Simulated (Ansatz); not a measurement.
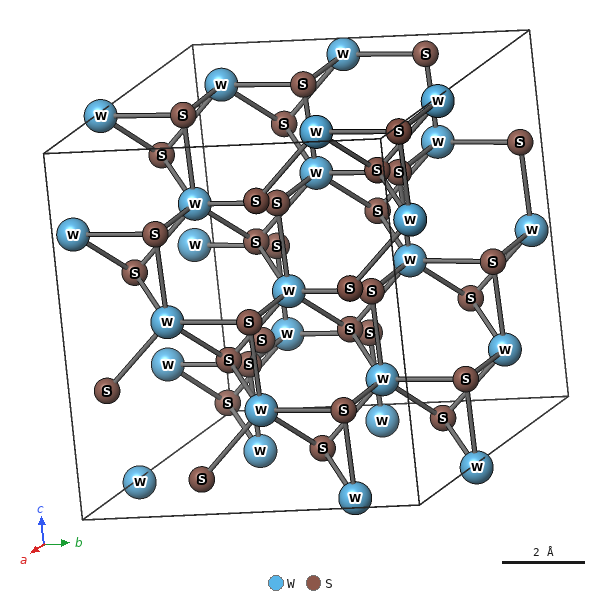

A ball-and-stick rendering, viewed slightly off an axis. The wireframe shows the supercell. The host is WS2, in a cell of 48 sites, and the cell carries a charge of -1.

### Name the defect and give its surroundings.

An interstitial sulfur atom. It is bonded to one S at about 2.0 Å. Not all metal-metal contacts are counted.

Level of theory and settings: Ansatz, DFT PBE, scalar-relativistic, plane waves, PAW, a 420 eV plane-wave basis, k-point mesh 2×2×2, Gaussian smearing of 0.01 eV, collinear spins.

### Is there a net spin in the supercell?

Yes, 1.0 μB in the cell.

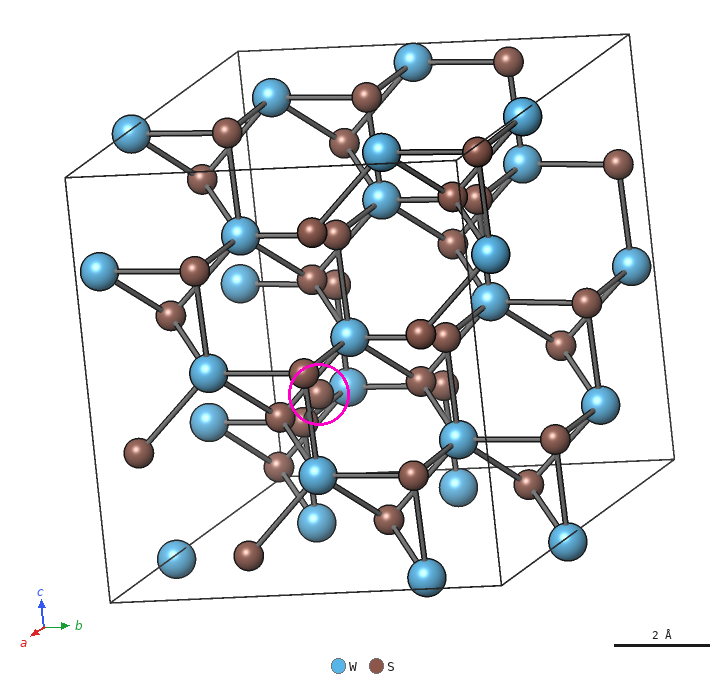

The same cell with a ring at the defect's site.

The atoms were relaxed in the host's cell with DFT PBE, scalar-relativistic, plane waves, PAW (Ansatz 0.2.0).
